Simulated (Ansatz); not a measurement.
Run report: Mo$_{8}$Te$_{16}$H, geometry relaxation (part 3 of 4)

Continued. System: Mo$_{8}$Te$_{16}$H (defect cell, 25 atoms in the cell). Method: DFT PBE, scalar-relativistic, plane waves, PAW, spin-polarised (Ansatz 0.2.0); cutoff 420 eV, 2×2×2 k-mesh, Gaussian smearing of 0.01 eV, collinear spins. The structure derives from a Materials Project entry. It belongs to a series of runs on one base structure; here: H interstitial, charge +0, atoms relaxed at the host's cell.

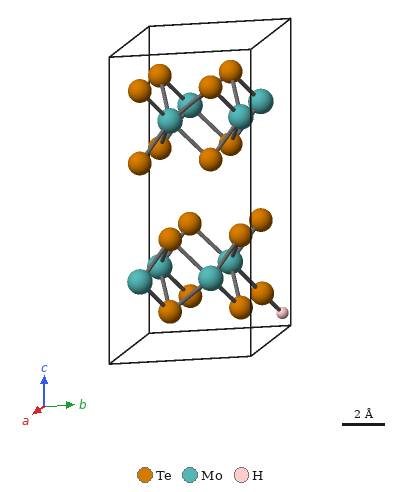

Fig. 1: The geometry at step 11 of the log (ball-and-stick view of the cell of the calculation, seen slightly off an axis).

**Output, continued**
```
  k-point 1 ↑: bands = ["-50.1970", "-50.1912", "-50.1892", "-50.1829", "-50.1819", "-50.1755", "-50.1709", "-50.1676", "-26.4453", "-26.4140", "-26.3813", "-26.3407", "-26.3153", "-26.0567", "-26.0561", "-26.0308", "-26.0288", "-26.0210", "-26.0208", "-26.0203", "-26.0187", "-26.0187", "-26.0141", "-26.0138", "-26.0118", "-26.0114", "-26.0109", "-26.0098", "-26.0047", "-26.0007", "-26.0005", "-26.0004", "-25.9994", "-25.9988", "-25.9981", "-25.9973", "-25.9939", "-25.9923", "-25.9899", "-25.9886",
      "-25.9820", "-25.9808", "-25.9806", "-25.9804", "-25.9795", "-25.9756", "-25.9743", "-25.9720", "-25.9711", "-25.9658", "-25.9620", "-25.9605", "-25.9603", "-25.9582", "-25.9577", "-25.9569", "-25.9553", "-25.9540", "-25.9528", "-25.9526", "-25.9498", "-25.9481", "-25.9478", "-25.9467", "-25.9464", "-25.9458", "-25.9458", "-25.9454", "-25.9424", "-25.9370", "-25.9365", "-25.9349", "-25.9334", "-25.9332", "-25.9303", "-25.9271", "-25.9267", "-25.9249", "-25.9201", "-25.9185",
      "-25.9175", "-25.9158", "-25.9152", "-25.9123", "-25.9041", "-25.9017", "-25.9014", "-25.8938", "-24.3757", "-24.3494", "-24.3407", "-24.3336", "-24.3313", "-24.3306", "-24.3261", "-24.3015", "-24.2882", "-24.2680", "-24.2667", "-24.2664", "-24.2619", "-24.2605", "-24.2598", "-24.2349", "-24.2317", "-24.2308", "-24.2293", "-24.2258", "-24.2080", "-24.2066", "-24.1973", "-24.1761", "-2.1554", "-2.0319", "-1.2643", "-1.1014", "-0.3778", "-0.1397", "-0.1295", "-0.1141",
      "-0.1117", "-0.1069", "0.0817", "0.1674", "0.1692", "0.1880", "0.1899", "0.1902", "4.4416", "5.1226", "5.1524", "5.1681", "5.1697", "5.1707", "5.3552", "5.5455", "5.7921", "5.9381", "5.9727", "6.0012", "6.0054", "6.0054", "6.8566", "7.1699", "7.1756", "7.2062", "7.2078", "7.2132", "7.8429", "8.2029", "8.2266", "8.2386", "8.2393", "8.2402", "8.2453", "8.7028", "8.7528", "8.7773", "8.8105", "8.8446",
      "8.8478", "8.8492", "8.8612", "8.8648", "8.8661", "8.8768", "9.5716", "9.6061", "9.6319", "9.6325", "9.6716", "9.7345", "9.7577", "9.7591", "9.7610", "9.7628", "9.9747", "10.1377", "10.1632", "10.1757", "10.1806", "10.1836", "10.1863", "10.2511", "11.2591", "11.8751", "11.8842", "11.8891", "11.8917", "11.8949", "11.9084", "12.1977", "12.2114", "12.2201", "12.2228", "12.2274", "12.5979", "13.4517", "13.5119", "13.5299",
      "13.5316", "13.5864", "13.5946", "13.6512", "13.6755", "13.6879", "13.7111", "13.7209", "13.8034", "13.8035", "13.8235", "14.0413", "14.0839", "14.0878", "14.1182", "14.1201", "14.1238", "14.4937", "14.4950", "14.5153", "14.5403", "14.5509", "15.3770"]
  k-point 2 ↑: bands = ["-50.1958", "-50.1921", "-50.1862", "-50.1852", "-50.1820", "-50.1759", "-50.1696", "-50.1692", "-26.4451", "-26.4139", "-26.3812", "-26.3405", "-26.3151", "-26.0553", "-26.0544", "-26.0254", "-26.0249", "-26.0200", "-26.0183", "-26.0158", "-26.0158", "-26.0145", "-26.0138", "-26.0127", "-26.0110", "-26.0097", "-26.0085", "-26.0036", "-26.0035", "-26.0028", "-26.0027", "-26.0018", "-25.9994", "-25.9984", "-25.9975", "-25.9969", "-25.9966", "-25.9939", "-25.9911", "-25.9902",
      "-25.9883", "-25.9862", "-25.9858", "-25.9839", "-25.9820", "-25.9772", "-25.9756", "-25.9745", "-25.9705", "-25.9645", "-25.9620", "-25.9616", "-25.9593", "-25.9579", "-25.9560", "-25.9554", "-25.9549", "-25.9545", "-25.9529", "-25.9526", "-25.9517", "-25.9485", "-25.9484", "-25.9477", "-25.9446", "-25.9440", "-25.9436", "-25.9432", "-25.9420", "-25.9410", "-25.9379", "-25.9374", "-25.9353", "-25.9338", "-25.9308", "-25.9274", "-25.9255", "-25.9220", "-25.9209", "-25.9199",
      "-25.9192", "-25.9166", "-25.9155", "-25.9091", "-25.9067", "-25.9031", "-25.9020", "-25.8943", "-24.3510", "-24.3263", "-24.3204", "-24.3117", "-24.3092", "-24.2972", "-24.2941", "-24.2925", "-24.2822", "-24.2789", "-24.2714", "-24.2697", "-24.2697", "-24.2669", "-24.2643", "-24.2625", "-24.2540", "-24.2528", "-24.2507", "-24.2452", "-24.2203", "-24.2169", "-24.2080", "-24.1855", "-1.5203", "-1.3035", "-1.2385", "-1.2135", "-0.8061", "-0.6384", "-0.5470", "-0.5113",
      "-0.2793", "-0.2022", "-0.1575", "-0.1482", "0.0807", "0.1289", "0.1842", "0.1938", "4.9470", "5.9266", "5.9600", "5.9837", "5.9907", "6.0523", "6.2463", "6.3878", "6.4286", "6.4486", "6.5138", "6.5496", "6.9607", "7.2418", "7.2922", "7.3076", "7.3423", "7.3589", "7.3766", "7.3867", "7.4383", "7.4447", "7.4933", "7.5263", "7.6675", "7.7211", "7.7386", "7.7669", "7.8105", "7.8524", "7.9320", "7.9594",
      "8.5272", "8.8175", "8.8303", "8.8418", "8.8510", "9.0257", "9.0660", "9.0856", "9.0988", "9.1054", "9.3673", "9.4595", "9.4729", "9.4821", "9.4862", "9.6224", "9.6553", "9.6800", "9.7775", "9.7923", "10.0516", "10.1530", "10.1941", "10.2174", "10.8546", "11.7107", "11.7593", "11.7784", "11.9323", "12.0390", "12.0682", "12.2056", "12.2133", "12.2307", "12.2475", "12.3224", "12.3786", "12.3852", "12.4614", "12.4933",
      "12.5297", "12.5721", "12.6390", "12.6686", "12.7212", "12.7557", "13.0240", "13.0439", "13.5062", "13.7751", "13.7859", "13.8669", "13.9781", "14.0220", "14.3509", "14.5174", "14.5948", "15.6043", "15.6564", "15.9987", "16.1788", "16.3247", "16.3896"]
  k-point 7 ↓: bands = ["-50.2171", "-50.1854", "-50.1830", "-50.1815", "-50.1762", "-50.1722", "-50.1692", "-49.9844", "-26.4407", "-26.4107", "-26.3768", "-26.3311", "-26.3055", "-26.0516", "-26.0508", "-26.0291", "-26.0283", "-26.0197", "-26.0179", "-26.0153", "-26.0147", "-26.0145", "-26.0112", "-26.0107", "-26.0105", "-26.0070", "-26.0048", "-26.0046", "-26.0045", "-26.0023", "-26.0016", "-26.0011", "-26.0006", "-25.9975", "-25.9960", "-25.9957", "-25.9957", "-25.9931", "-25.9919", "-25.9904",
      "-25.9884", "-25.9870", "-25.9851", "-25.9846", "-25.9830", "-25.9764", "-25.9749", "-25.9728", "-25.9712", "-25.9633", "-25.9618", "-25.9612", "-25.9612", "-25.9565", "-25.9557", "-25.9555", "-25.9543", "-25.9522", "-25.9514", "-25.9504", "-25.9503", "-25.9491", "-25.9489", "-25.9488", "-25.9453", "-25.9444", "-25.9424", "-25.9423", "-25.9415", "-25.9407", "-25.9379", "-25.9375", "-25.9353", "-25.9339", "-25.9320", "-25.9269", "-25.9252", "-25.9232", "-25.9208", "-25.9192",
      "-25.9181", "-25.9158", "-25.9157", "-25.9091", "-25.9064", "-25.9034", "-25.9018", "-25.8945", "-24.3234", "-24.3139", "-24.3105", "-24.3082", "-24.3053", "-24.2967", "-24.2948", "-24.2906", "-24.2898", "-24.2703", "-24.2665", "-24.2660", "-24.2643", "-24.2559", "-24.2518", "-24.2450", "-24.2438", "-24.2425", "-24.2192", "-24.2164", "-24.2124", "-24.1143", "-24.0629", "-24.0222", "-1.5009", "-1.2572", "-1.2524", "-1.2405", "-0.7740", "-0.5687", "-0.5599", "-0.5563",
      "-0.2846", "-0.1859", "-0.1683", "-0.1668", "0.0826", "0.1557", "0.1749", "0.1758", "5.2881", "5.9246", "5.9699", "5.9715", "5.9902", "6.2470", "6.2809", "6.2987", "6.3829", "6.4184", "6.4207", "6.4240", "6.7789", "7.2563", "7.3059", "7.3107", "7.3143", "7.3269", "7.3311", "7.3425", "7.5008", "7.6336", "7.6503", "7.6503", "7.6762", "7.6918", "7.7248", "7.7310", "7.8869", "7.9011", "7.9117", "7.9146",
      "8.6457", "8.7793", "8.8381", "8.8409", "8.8721", "9.0447", "9.0768", "9.0771", "9.2045", "9.2559", "9.2995", "9.3206", "9.4770", "9.4782", "9.4901", "9.5136", "9.7523", "9.7720", "9.7795", "9.8394", "10.0168", "10.1859", "10.1915", "10.2295", "10.9007", "11.8548", "11.8953", "11.8994", "11.9317", "12.0060", "12.0152", "12.0362", "12.1852", "12.2245", "12.2366", "12.2535", "12.4607", "12.5278", "12.6032", "12.6040",
      "12.6212", "12.6266", "12.6279", "12.6367", "12.7278", "12.8039", "12.8182", "12.8350", "13.8803", "13.9482", "13.9619", "13.9630", "14.0790", "14.1028", "14.1273", "14.1737", "14.8012", "15.8392", "15.8628", "15.9511", "16.0011", "16.6441", "16.7065"]
--- Relaxed structure (11 steps of the walk, 10 accepted, 0 SCFs on fresh bases) ---
  F+E_penalty+E_count = -151348.59932869 eV   max|allowed force component| = 8.444e-3 eV/Å
  atoms:
    - { symbol: Te, position: [0.16510955587606216, 0.33352768264360916, 0.36506166926124795] }
    - { symbol: Te, position: [0.6637862463794861, 0.33599860130173237, 0.3639884249715319] }
    - { symbol: Te, position: [0.16472505969487095, 0.8350709359578001, 0.3640279419986797] }
    - { symbol: Te, position: [0.6662440406373928, 0.834682048297497, 0.36505630958951024] }
    - { symbol: Te, position: [0.33127152696227674, 0.16880902239302528, 0.8682658821355679] }
    - { symbol: Te, position: [0.830704631708066, 0.16841204411817817, 0.8685533301780887] }
    - { symbol: Te, position: [0.3305957795104907, 0.6685161801070065, 0.8683961998213059] }
    - { symbol: Te, position: [0.83030300183358, 0.6678457851382926, 0.8682658731365177] }
    - { symbol: Te, position: [0.3306542085785885, 0.1684040660049472, 0.6323998301933597] }
    - { symbol: Te, position: [0.8309731568923542, 0.16814234645985263, 0.6323506625264403] }
    - { symbol: Te, position: [0.33065871739775127, 0.6684544120000125, 0.6325414686456491] }
    - { symbol: Te, position: [0.8307107256275911, 0.6684641782979273, 0.6323997129173728] }
    - { symbol: Te, position: [0.16398505765125265, 0.33729886555316624, 0.1288360904824131] }
    - { symbol: Te, position: [0.6645047381762337, 0.3353199921827771, 0.12813935049555877] }
    - { symbol: Te, position: [0.15692504429571508, 0.8428440120743989, 0.12407481165457145] }
    - { symbol: Te, position: [0.6625091178671836, 0.8357942978441514, 0.1288507388851963] }
    - { symbol: Mo, position: [0.16393558910492564, 0.3349338736622641, 0.7504927123890149] }
    - { symbol: Mo, position: [0.6643457809636812, 0.3347716985975074, 0.7501215950313873] }
    - { symbol: Mo, position: [0.16389321005544466, 0.8352208970148378, 0.7504593627277014] }
    - { symbol: Mo, position: [0.6641812697175729, 0.8351812367546714, 0.7504943459440445] }
    - { symbol: Mo, position: [0.3292485491630956, 0.1674839658659877, 0.24543587309462972] }
    - { symbol: Mo, position: [0.8306051359181169, 0.16922187980304476, 0.246490782373927] }
    - { symbol: Mo, position: [0.33257628732533406, 0.6671416851865735, 0.24918444399945233] }
    - { symbol: Mo, position: [0.8323269498604359, 0.6705368232107052, 0.2454543999680602] }
    - { symbol: H, position: [0.044863330902497445, -0.045666029069965634, 0.046327130178771284] }
--- Löwdin populations: 25 sites ---
  site symbol       q [e]    m [muB]
     0     Te     15.8766     0.0040
     1     Te     15.9014     0.0245
     2     Te     15.8885    -0.0030
     3     Te     15.8768     0.0039
     4     Te     15.8894     0.0003
     5     Te     15.8895     0.0000
     6     Te     15.8952     0.0004
     7     Te     15.8894     0.0003
     8     Te     15.8887     0.0000
     9     Te     15.8882    -0.0004
    10     Te     15.8904     0.0015
    11     Te     15.8887     0.0000
    12     Te     15.8790    -0.0009
    13     Te     15.8975     0.0136
    14     Te     15.7080     0.0304
    15     Te     15.8789    -0.0009
    16     Mo     14.0314     0.0024
    17     Mo     14.0316     0.0117
    18     Mo     14.0317     0.0013
    19     Mo     14.0314     0.0024
    20     Mo     14.0498    -0.0090
    21     Mo     14.0349    -0.0418
    22     Mo     14.0391     0.3603
    23     Mo     14.0498    -0.0088
    24      H      1.1157     0.0940
  spilling = 0.004223 (of n_electrons = 369.000000)
```

**File populations.tsv**
```
# site	symbol	l	j	q_up	q_dn
# orbitals = lowdin
# n_electrons = 369.000000
# spilling = 0.004223
0	Te	0_5S	-	0.906319	0.906079
0	Te	1_5P	-	2.035010	2.031317
0	Te	2_4D	-	4.998954	4.998930
1	Te	0_5S	-	0.907472	0.907422
1	Te	1_5P	-	2.056497	2.032059
1	Te	2_4D	-	4.998964	4.998965
2	Te	0_5S	-	0.905688	0.905643
2	Te	1_5P	-	2.038102	2.041202
2	Te	2_4D	-	4.998933	4.998920
3	Te	0_5S	-	0.906326	0.906086
3	Te	1_5P	-	2.035069	2.031426
3	Te	2_4D	-	4.998955	4.998931
4	Te	0_5S	-	0.906967	0.906582
4	Te	1_5P	-	2.038940	2.039031
4	Te	2_4D	-	4.998943	4.998938
5	Te	0_5S	-	0.907051	0.906986
5	Te	1_5P	-	2.038784	2.038818
5	Te	2_4D	-	4.998946	4.998944
6	Te	0_5S	-	0.906769	0.906093
6	Te	1_5P	-	2.042098	2.042332
6	Te	2_4D	-	4.998941	4.998940
7	Te	0_5S	-	0.906968	0.906581
7	Te	1_5P	-	2.038929	2.039019
7	Te	2_4D	-	4.998943	4.998938
8	Te	0_5S	-	0.906726	0.906644
8	Te	1_5P	-	2.038713	2.038779
8	Te	2_4D	-	4.998940	4.998939
9	Te	0_5S	-	0.906483	0.906478
9	Te	1_5P	-	2.038511	2.038896
9	Te	2_4D	-	4.998936	4.998936
10	Te	0_5S	-	0.906622	0.906621
10	Te	1_5P	-	2.040389	2.038930
10	Te	2_4D	-	4.998942	4.998941
11	Te	0_5S	-	0.906727	0.906645
11	Te	1_5P	-	2.038714	2.038777
11	Te	2_4D	-	4.998940	4.998939
12	Te	0_5S	-	0.908652	0.907330
12	Te	1_5P	-	2.031429	2.033667
12	Te	2_4D	-	4.998972	4.998930
13	Te	0_5S	-	0.906718	0.906527
13	Te	1_5P	-	2.049890	2.036454
13	Te	2_4D	-	4.998937	4.998945
14	Te	0_5S	-	0.895233	0.874382
14	Te	1_5P	-	1.975215	1.965893
14	Te	2_4D	-	4.998775	4.998518
15	Te	0_5S	-	0.908669	0.907332
15	Te	1_5P	-	2.031333	2.033622
15	Te	2_4D	-	4.998973	4.998930
16	Mo	0_4S	-	0.987715	0.987712
16	Mo	0_5S	-	0.276405	0.276388
16	Mo	1_4P	-	2.997694	2.997691
16	Mo	2_4D	-	2.755093	2.752681
17	Mo	0_4S	-	0.987694	0.987695
17	Mo	0_5S	-	0.276202	0.276094
17	Mo	1_4P	-	2.997674	2.997673
17	Mo	2_4D	-	2.760099	2.748473
18	Mo	0_4S	-	0.987703	0.987702
18	Mo	0_5S	-	0.276429	0.276412
18	Mo	1_4P	-	2.997695	2.997695
18	Mo	2_4D	-	2.754668	2.753403
19	Mo	0_4S	-	0.987715	0.987712
19	Mo	0_5S	-	0.276405	0.276388
19	Mo	1_4P	-	2.997694	2.997691
19	Mo	2_4D	-	2.755084	2.752692
20	Mo	0_4S	-	0.987824	0.987730
20	Mo	0_5S	-	0.276061	0.276702
20	Mo	1_4P	-	2.997774	2.997718
20	Mo	2_4D	-	2.758721	2.767244
21	Mo	0_4S	-	0.987769	0.987753
21	Mo	0_5S	-	0.276492	0.277118
21	Mo	1_4P	-	2.997721	2.997713
21	Mo	2_4D	-	2.734578	2.775768
22	Mo	0_4S	-	0.987921	0.987970
22	Mo	0_5S	-	0.278840	0.274402
22	Mo	1_4P	-	2.997144	2.996860
22	Mo	2_4D	-	2.935812	2.580149
23	Mo	0_4S	-	0.987823	0.987728
23	Mo	0_5S	-	0.276066	0.276705
23	Mo	1_4P	-	2.997773	2.997718
23	Mo	2_4D	-	2.758847	2.767151
24	H	0_1S	-	0.604847	0.510868
```
